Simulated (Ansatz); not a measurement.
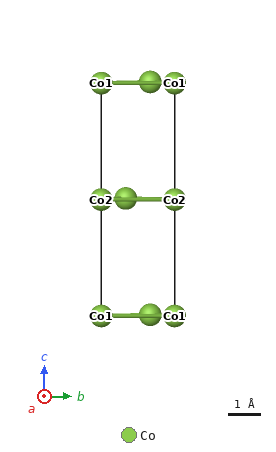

This is the input geometry for a relaxation of a crystal of Co (built on the C_186 type) (coarse preliminary run). Style: ball-and-stick. Shown: the cell of the calculation, along the a axis.

Case: C type (P6_3mc, No. 186).

These are results of Ansatz, DFT PBE, scalar-relativistic, plane waves, PAW, not measurements.

Input file:
```yaml
crystal:
  lattice:
    - [2.7075214758, 0.0, 0.0]
    - [-1.3537607379, 2.3447823793, 0.0]
    - [0.0, 0.0, 7.4429472366]
  atoms:
    - { symbol: Co, position: [0.0, 0.0, 0.0], spin: 0.13 }
    - { symbol: Co, position: [0.0, 0.0, 0.5], spin: 0.13 }
    - { symbol: Co, position: [0.3333333333, 0.6666666667, 0.005], spin: 0.13 }
    - { symbol: Co, position: [0.6666666667, 0.3333333333, 0.505], spin: 0.13 }
basis:
  ecutwfc: 420
kpoints:
  mp_grid: { grid: [9, 9, 4] }
hamiltonian:
  xc: pbe
scf:
  occupations: { method: gaussian, width: 0.1 }
  lower_state_search: "off"
output:
  forces: true
  stress: true
  eigenvalues: true
  populations: true
magnetization:
  spin_polarized: true
relax:
  adjacent_minimum: "off"
  f_tol: 0.04
  max_steps: 70
  cell: { stress_tol: 0.4 }
```

Where does the relaxation end?

Answer. The energy falls by 9168 meV per atom in 21 accepted moves (23 points after the start). The largest force component goes from 0.83 to 0.0027 eV/Å. The pressure goes from 291.50 to 0.05 GPa. The SCF was repeated twice at an unchanged geometry on a basis and grid sized afresh for the cell, which shifted the energy by 1.6 meV per atom at most. The largest moves relative to the cell, 1.00 Å, are those of Co1, Co2, Co3 and Co4. Co4 goes along +c. The drawn cell changes as follows: a = b 2.708 → 2.483 Å (−8.3 %), c 7.443 → 8.125 Å (+9.2 %); the volume changes by −8.2 %. Among the contacts that change: Co1–Co4 4.002 → 2.486 Å, Co1–Co3 1.564 → 2.486 Å, Co1–Co1 2.708 → 2.483 Å. New bonds form: Co1–Co4 (4.00 → 2.49 Å), Co2–Co3 (4.00 → 2.49 Å). The space group (tolerance 0.01 Å) goes from P6_3mc (No. 186) to P6_3/mmc (No. 194).

Step by step:

```json
{"step": "0", "E − E(0), meV/atom": "0.00", "largest force component, eV/Å": "0.8308", "pressure, GPa": "291.50", "volume, Å³/atom": "11.813", "note": ""}
{"step": "1", "E − E(0), meV/atom": "-2597.10", "largest force component, eV/Å": "0.5466", "pressure, GPa": "188.80", "volume, Å³/atom": "12.992", "note": ""}
{"step": "2", "E − E(0), meV/atom": "-4331.09", "largest force component, eV/Å": "0.3410", "pressure, GPa": "117.40", "volume, Å³/atom": "14.219", "note": ""}
{"step": "3", "E − E(0), meV/atom": "-5424.21", "largest force component, eV/Å": "0.2314", "pressure, GPa": "64.81", "volume, Å³/atom": "15.475", "note": ""}
{"step": "4", "E − E(0), meV/atom": "-6000.52", "largest force component, eV/Å": "0.2221", "pressure, GPa": "21.93", "volume, Å³/atom": "16.562", "note": ""}
{"step": "5", "E − E(0), meV/atom": "-6219.53", "largest force component, eV/Å": "1.7297", "pressure, GPa": "6.68", "volume, Å³/atom": "16.478", "note": ""}
{"step": "6", "E − E(0), meV/atom": "-6514.31", "largest force component, eV/Å": "1.9460", "pressure, GPa": "-15.21", "volume, Å³/atom": "16.199", "note": ""}
{"step": "7", "E − E(0), meV/atom": "-6798.97", "largest force component, eV/Å": "2.2209", "pressure, GPa": "-19.68", "volume, Å³/atom": "15.334", "note": ""}
{"step": "8", "E − E(0), meV/atom": "-7126.81", "largest force component, eV/Å": "2.9341", "pressure, GPa": "-25.66", "volume, Å³/atom": "14.494", "note": ""}
{"step": "9", "E − E(0), meV/atom": "-7495.94", "largest force component, eV/Å": "2.9212", "pressure, GPa": "-31.18", "volume, Å³/atom": "13.625", "note": ""}
{"step": "10", "E − E(0), meV/atom": "-7997.85", "largest force component, eV/Å": "1.7222", "pressure, GPa": "-21.38", "volume, Å³/atom": "12.786", "note": ""}
{"step": "11", "E − E(0), meV/atom": "-8308.61", "largest force component, eV/Å": "0.6973", "pressure, GPa": "-8.43", "volume, Å³/atom": "12.349", "note": ""}
{"step": "12", "E − E(0), meV/atom": "-8418.65", "largest force component, eV/Å": "0.3481", "pressure, GPa": "-6.44", "volume, Å³/atom": "12.573", "note": ""}
{"step": "13", "E − E(0), meV/atom": "-8517.40", "largest force component, eV/Å": "0.3161", "pressure, GPa": "-5.54", "volume, Å³/atom": "12.682", "note": ""}
{"step": "14", "E − E(0), meV/atom": "-8637.17", "largest force component, eV/Å": "0.1055", "pressure, GPa": "-5.45", "volume, Å³/atom": "12.629", "note": ""}
{"step": "15", "E − E(0), meV/atom": "-8721.89", "largest force component, eV/Å": "0.6230", "pressure, GPa": "-8.23", "volume, Å³/atom": "12.718", "note": ""}
{"step": "16", "E − E(0), meV/atom": "-8903.14", "largest force component, eV/Å": "0.3417", "pressure, GPa": "-6.36", "volume, Å³/atom": "12.071", "note": ""}
{"step": "17", "E − E(0), meV/atom": "-9071.24", "largest force component, eV/Å": "0.0144", "pressure, GPa": "-3.77", "volume, Å³/atom": "11.471", "note": ""}
{"step": "18", "E − E(0), meV/atom": "-9160.56", "largest force component, eV/Å": "0.0680", "pressure, GPa": "1.58", "volume, Å³/atom": "10.922", "note": ""}
{"step": "19", "E − E(0), meV/atom": "-9165.03", "largest force component, eV/Å": "0.0024", "pressure, GPa": "-0.43", "volume, Å³/atom": "11.003", "note": ""}
{"step": "20", "E − E(0), meV/atom": "-9165.70", "largest force component, eV/Å": "0.0002", "pressure, GPa": "0.11", "volume, Å³/atom": "10.972", "note": ""}
{"step": "21", "E − E(0), meV/atom": "-9167.27", "largest force component, eV/Å": "0.0002", "pressure, GPa": "-2.40", "volume, Å³/atom": "10.972", "note": "same geometry, new basis"}
{"step": "22", "E − E(0), meV/atom": "-9168.50", "largest force component, eV/Å": "0.0027", "pressure, GPa": "0.06", "volume, Å³/atom": "10.843", "note": ""}
{"step": "23", "E − E(0), meV/atom": "-9168.37", "largest force component, eV/Å": "0.0027", "pressure, GPa": "0.05", "volume, Å³/atom": "10.843", "note": "same geometry, new basis"}
```

Final geometry:

```xyz
4
Lattice="2.4827 0.0000 0.0000 -1.2414 2.1501 0.0000 0.0000 0.0000 8.1249" Properties=species:S:1:pos:R:3 pbc="T T T"
Co    1.2414    2.1501    7.1294
Co    1.2414    2.1501    3.0669
Co    0.0000    1.4334    1.0362
Co    1.2414    0.7167    5.0986
```

After the run, drawn alike:

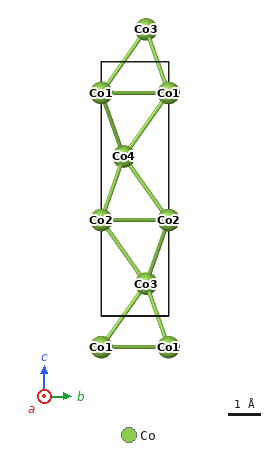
